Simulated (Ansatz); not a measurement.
HfO₂

Input file:

```
crystal:
  lattice:
    - [4.81353299, 0.0, 0.0]
    - [0.0, 4.81353299, 0.0]
    - [0.0, 0.0, 3.20541541]
  atoms:
    - { symbol: Hf, position: [0.0, 0.0, 0.0] }
    - { symbol: Hf, position: [0.5, 0.5, 0.5] }
    - { symbol: O, position: [0.19495512, 0.80504488, 0.5] }
    - { symbol: O, position: [0.30504488, 0.30504488, 0.0] }
    - { symbol: O, position: [0.69495512, 0.69495512, 0.0] }
    - { symbol: O, position: [0.80504488, 0.19495512, 0.5] }
basis:
  ecutwfc: 420
kpoints:
  mp_grid: { grid: [6, 6, 8] }
hamiltonian:
  xc: pbesol
scf:
  occupations: { method: gaussian, width: 0.02 }
output:
  forces: true
  stress: true
  eigenvalues: true
  write_density: true
  write_potential: true
  elf: true
  volumetric_format: npy
relax:
  adjacent_minimum: "off"
  f_tol: 0.005
  max_steps: 80
  cell: { stress_tol: 0.05 }
```

Run with:

```sh
ansatz run input.yaml --threads 4 --pin off --max-ram 10240MiB --backend cpu --events-out ev --progress --plain --runs-dir out
```

Below, planes, directions and counts refer to the conventional cell (a = 4.83 Å, b = 4.83 Å, c = 3.21 Å, α = 90.00°, β = 90.00°, γ = 90.00°).

The fields are those of the relaxed geometry.

Space group P4₂/mnm; a structure from a database of computed crystals, not necessarily the ambient phase.

All numbers below come from DFT PBEsol, scalar-relativistic, plane waves, PAW in Ansatz.

> What can the converged valence pseudo-density and electron localisation function tell about the bonding?

Hf–O (2.08 Å): ρ is about 0.77 e/Å³ halfway; the ELF peaks at about 0.85 in the valence shell of O, 0.6 Å from its nucleus, and drops to about 0.20 between the two atoms (no localised pair shows between them).
Hf–Hf (3.21 Å): ρ at the midpoint is about 0.22 e/Å³; the ELF is about 0.10 at the midpoint (no localised pair shows between them).

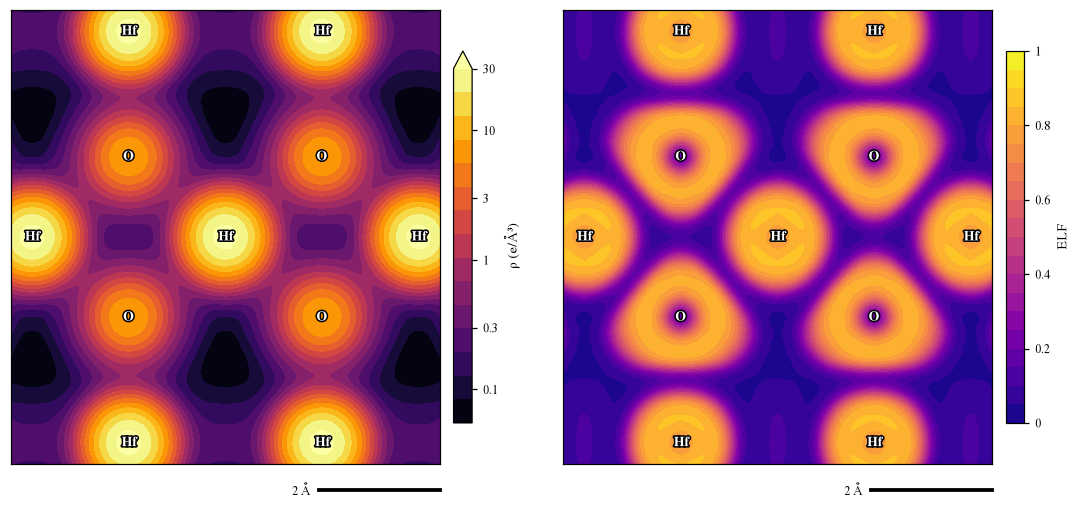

Computed valence pseudo-density and electron localisation function on the (110) plane of the conventional cell, in this order. 

Core electrons are frozen (PAW), and the valence fields are smoothed inside the atomic spheres.
